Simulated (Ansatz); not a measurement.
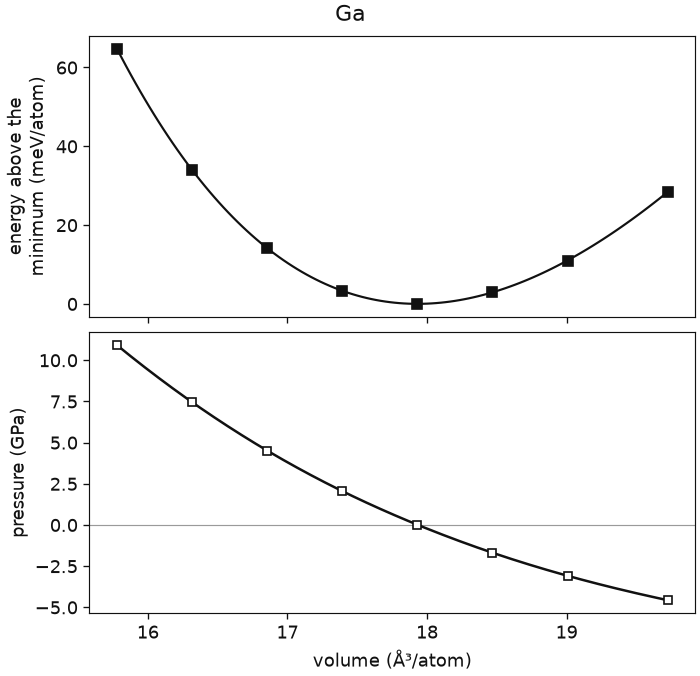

The plot gives the computed energy above the minimum and pressure against volume for Ga, space group Cmcm (No. 63).

Structure:
```xyz
2
Lattice="1.3690 -3.9526 0.0000 1.3690 3.9526 0.0000 0.0000 0.0000 3.3138" Properties=species:S:1:pos:R:3 pbc="T T T"
Ga    1.3690   -2.8943    0.8284
Ga    1.3690    2.8943    2.4853
```

How it was computed, with Ansatz 0.2.0: third-order Birch-Murnaghan fit to density functional energies at scaled volumes of the given relaxed cell, shape and atoms relaxed at each volume; energies count from the fitted minimum; plane waves with PAW datasets, Γ-centred k mesh. Level: PBEsol, no spin polarisation.

```tsv
setting	value
wave cutoff	420 eV
k mesh	16×16×14
occupations	Gaussian
smearing width	0.1 eV
```

How stiff is the solid, and where is its volume at rest?

A third-order Birch–Murnaghan fit gives V0 = 17.93 Å³/atom, B0 = 61.7 GPa and B′ = 5.2.

Read off the course of the pressure.

It falls from 10.91 GPa at volume 15.779 Å³/atom to −4.57 GPa at 19.724 Å³/atom, and changes sign near 17.93 Å³/atom.

Is there a gap?

No, the levels on the k mesh show a metal at every point.
